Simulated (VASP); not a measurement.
System: MgS, space group F-43m (No. 216).

Starting cell:
```yaml
crystal:
  lattice:
    - [0.00000, 2.82914, 2.82914]
    - [2.82914, 0.00000, 2.82914]
    - [2.82914, 2.82914, 0.00000]
  atoms:
    - { symbol: S, position: [0.25000, 0.25000, 0.25000] }
    - { symbol: Mg, position: [0.00000, 0.00000, 0.00000] }
```

Method: plane-wave DFT, no spin polarisation; energies at scaled volumes of the given cell, shape and fractions fixed, counted from the fit's minimum, third-order Birch-Murnaghan fit (VASP 6.6.1). Level: HSE06.

- k mesh: 6×6×6
- occupations: Gaussian
- smearing width: 0.02 eV
- potentials: VASP PAW PBE potentials, recommended
- wave cutoff: 520 eV

Predict the energy against volume. The volume takes the values 21.74, 22.19, 22.64, 23.10, 23.55 Å³/atom.

A third-order Birch–Murnaghan fit gives V0 = 22.64 Å³/atom, B0 = 60.1 GPa and B′ = 4.2. The energy is 7.26 meV/atom at volume 21.74 Å³/atom and 6.37 meV/atom at 23.55 Å³/atom; the lowest computed point is at volume 22.64 Å³/atom (0.00 meV/atom).

| volume (Å³/atom) | energy (meV/atom) |
| --- | --- |
| 21.74 | 7.26 |
| 22.19 | 1.75 |
| 22.64 | 0.00 |
| 23.10 | 1.65 |
| 23.55 | 6.37 |

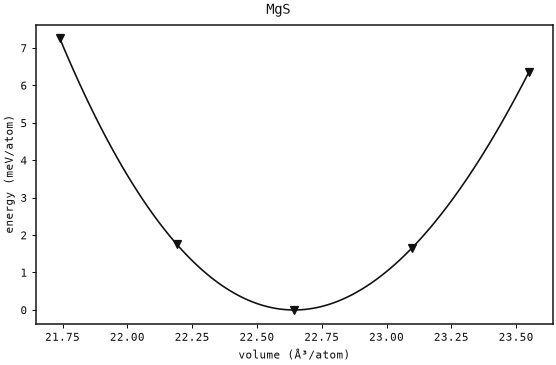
